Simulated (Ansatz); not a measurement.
## A series of single points on NaHF₂

System: NaHF₂ (4 atoms in the cell).
Method: DFT r2SCAN, scalar-relativistic, plane waves, PAW, no spin polarisation (Ansatz 0.2.0).

The 5 runs differ only in the geometry, by a strain of the cell at fixed fractional positions. Against run 3, the strain is εzz = η. The structure derives from an entry of the Crystallography Open Database.

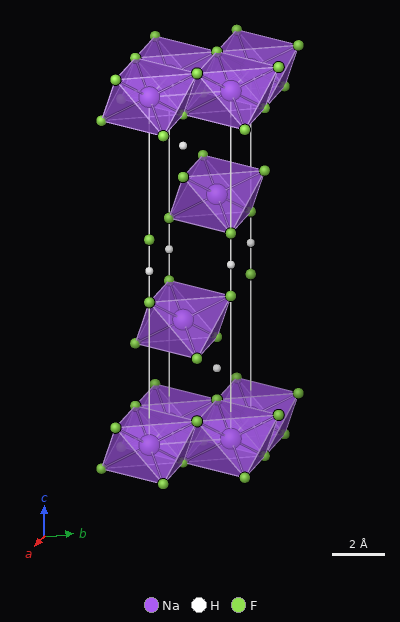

Figure 1. The structure of run 3 (polyhedral view of the cell 3 times as large as that of the calculation, set on its symmetry axes, seen slightly off an axis; polyhedra are completed across the faces of the cell). An atom can appear more than once, as a periodic image.

### Input of run 3
```yaml
crystal:
  lattice:
    - [1.6420229563, 0.9480223958, 4.6388706988]
    - [-1.6420229563, 0.9480223958, 4.6388706988]
    - [0.0, -1.8960447916, 4.6388706988]
  atoms:
    - { symbol: Na, position: [0.0, 0.0, 0.0] }
    - { symbol: H, position: [0.5, 0.5, 0.5] }
    - { symbol: F, position: [0.41, 0.41, 0.41] }
    - { symbol: F, position: [0.59, 0.59, 0.59] }
basis:
  ecutwfc: 500
kpoints:
  mp_grid: { grid: [12, 12, 12] }
hamiltonian:
  xc: r2scan
scf:
  occupations: { method: gaussian, width: 0.05 }
output:
  forces: true
  stress: true
  eigenvalues: true
```

Command:
```bash
ansatz run input.yaml --threads 1 --pin off --max-ram 2560MiB --backend cpu --events-out ev --progress --plain --runs-dir out
```

Lattice vectors (Å) and fractional positions of run 3:
```
   1.642023    0.948022    4.638871
  -1.642023    0.948022    4.638871
   0.000000   -1.896045    4.638871
Na  0.000000  0.000000  0.000000
H   0.500000  0.500000  0.500000
F   0.410000  0.410000  0.410000
F   0.590000  0.590000  0.590000
```

Run 4 differs from it as follows:
```diff
-    - [1.6420229563, 0.9480223958, 4.6388706988]
-    - [-1.6420229563, 0.9480223958, 4.6388706988]
-    - [0.0, -1.8960447916, 4.6388706988]
+    - [1.6420229563, 0.9480223958, 4.7548424663]
+    - [-1.6420229563, 0.9480223958, 4.7548424663]
+    - [0.0, -1.8960447916, 4.7548424663]
```

### Results, with one run withheld

| run | strain parameter η (%) | free energy per atom, from the lowest run given (meV) | pressure (GPa) | gap on the mesh (eV) |
| --- | --- | --- | --- | --- |
| 1 | −5.0000 | 0.00 | 3.75 | 8.02 |
| 2 | −2.5000 | 13.95 | 0.89 | 7.85 |
| 3 | 0.0000 | 37.48 | −1.50 | 7.65 |
| 4 | 2.5000 | ? | ? | ? |
| 5 | 5.0000 | 106.69 | −5.19 | 7.18 |

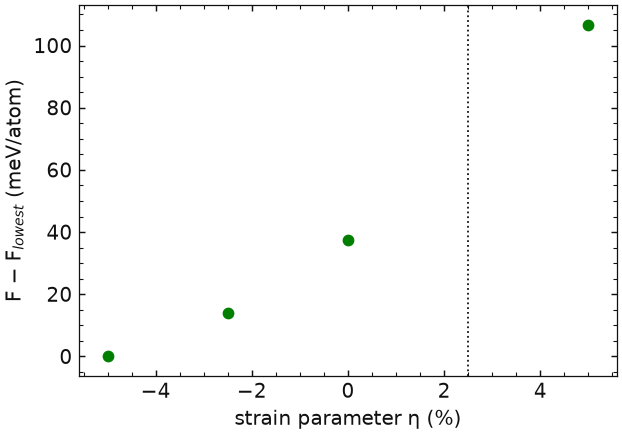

Figure 2. Free energy per atom of the runs given; the dotted line marks run 4.

Estimate the energy of run 4 from the others.

A quadratic polynomial in the coordinate, fitted to the 4 runs given, misses them by at most 0.48 meV per atom. With x = η + 0.6250, it reads F = 30.69 + 9.8847 x + 0.64658 x² (meV per atom). At run 4 it gives 67.89 meV per atom, and the run itself gives 68.87. The fit has no minimum inside this range. The fit misses that run by 0.98 meV per atom. The gap on the mesh goes, without turning, from 8.02 eV in run 1 to 7.18 eV in run 5; run 4 has 7.43 eV. These are gaps of this functional on this mesh, which can miss the band edges; they aren't the measured gap.

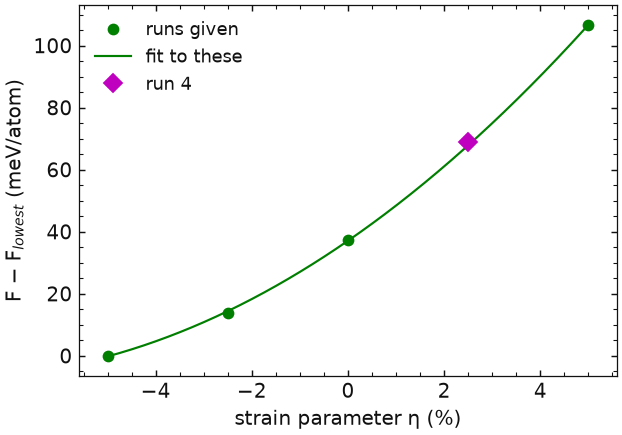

Figure 3. The fit and the withheld run.

### Output, shortened to warnings, some set-up lines, iterations and results (run 4)
```
Basis set: ecut = 500 eV, 1127 PW (Γ), FFT grids on a1−a3, a2−a3, a3, exchange–correlation on 96×96×160 points (64 copies of the dense FFT grid, shifted against one another)
Symmetry: 12 space group operations
k-points: 189 of 1728
Initial density: superposition of atomic densities (neutral atoms: chi_scale 0, normalization atom), corrected by the library's trained network
[...]
SCF iter   1: F=—  HF=-3127.245763 eV  |F-HF|=—  |Δ(HF+E_count)|=         —  Δρ=8.53e-3  dr2=2.18e-2  dr2_τ=6.35e-2  ethr=1.77e-3  ⟨swp⟩=5.6  Hψ=15270  notcnv=0
SCF iter   2: F=—  HF=-3127.287490 eV  |F-HF|=—  |Δ(HF+E_count)|=   4.17e-2  Δρ=3.95e-3  dr2=1.84e-3  dr2_τ=7.14e-4  ethr=9.10e-5  ⟨swp⟩=2.7  Hψ=7572  notcnv=0
SCF iter   3: F=—  HF=-3127.287555 eV  |F-HF|=—  |Δ(HF+E_count)|=   6.51e-5  Δρ=1.29e-3  dr2=3.91e-4  dr2_τ=7.51e-5  ethr=7.66e-6  ⟨swp⟩=2.4  Hψ=5449  notcnv=0
SCF iter   4: F=—  HF=-3127.287576 eV  |F-HF|=—  |Δ(HF+E_count)|=   2.09e-5  Δρ=4.20e-4  dr2=1.78e-5  dr2_τ=5.56e-6  ethr=1.63e-6  ⟨swp⟩=2.2  Hψ=5172  notcnv=0
SCF iter   5: F=—  HF=-3127.287583 eV  |F-HF|=—  |Δ(HF+E_count)|=   7.79e-6  Δρ=3.07e-5  dr2=8.99e-8  dr2_τ=3.76e-8  ethr=7.40e-8  ⟨swp⟩=2.7  Hψ=5184  notcnv=0
SCF iter   6: F=-3127.287584 eV  HF=-3127.287584 eV  |F-HF|=1.63e-8  |Δ(HF+E_count)|=   1.94e-7  Δρ=9.67e-6  dr2=9.08e-9  dr2_τ=4.02e-9  ethr=3.74e-10  ⟨swp⟩=2.8  Hψ=11275  …
SCF 1 converged in 6 iterations: F = -3127.287584 eV  dr2 = 9.08e-9
SCF converged after 6 iterations
Free energy (F): -3127.287584 eV
Harris-Foulkes:  -3127.287584 eV  (|F-HF|=1.63e-8)
Internal energy: -3127.287584 eV  (E = F + TS)
E sigma→0 (E₀):  -3127.287584 eV
Fermi energy:    1.802465 eV
--- Per-component energies (eV) ---
  E_band       = -349.271124
  E_kinetic    = 549.054783
  E_local      = -2678.124890  (includes V_loc(G=0)·N_el)
  E_nonlocal   = 262.821116
  E_hartree    = 993.178584
  E_xc         = -204.257855
  E_vxc        = -301.166791  (∫ρ·V_xc dr)
  E_paw        = -673.784165  (= ΣΔE_a)
  E_vpaw       = -191.442514  (= ΣTr[D̂ρ^β])
  E_aug_tail   = 0.001852  (compensation charges beyond the density's cutoff)
  E_vtau       = 23.229381  (kinetic-family band-sum trace: ∫τ·v_τ [+ j·A + Jᵃ·Aᵃ] dr)
  E_ewald      = -1376.087958
  E_core_change = -0.089050  (= ΣΔE_core)
  E_smearing   = -0.000000  (= −TS)
  E_closure    = -0.000000  (closes the sum)
  Σ components = -3127.287584   (vs F -3127.287584, Δ=0.00e0)
--- Forces (eV/Å), atoms counted from 1 ---
  atom   1  Na    -0.00000000     0.00000000     0.00000000
  atom   2  H      0.00000000     0.00000000    -0.00000000
  atom   3  F      0.00000000     0.00000000     3.02261742
  atom   4  F     -0.00000000    -0.00000000    -3.02261742
  max |Σ_I F_I| component: 8.88e-16 eV/Å
--- Stress (GPa, compression-positive) ---
        5.033415       0.000000       0.000000
        0.000000       5.033415      -0.000000
        0.000000      -0.000000     -20.599137
  P = ⅓ Tr σ = -3.5108 GPa (-35.108 kbar)
```
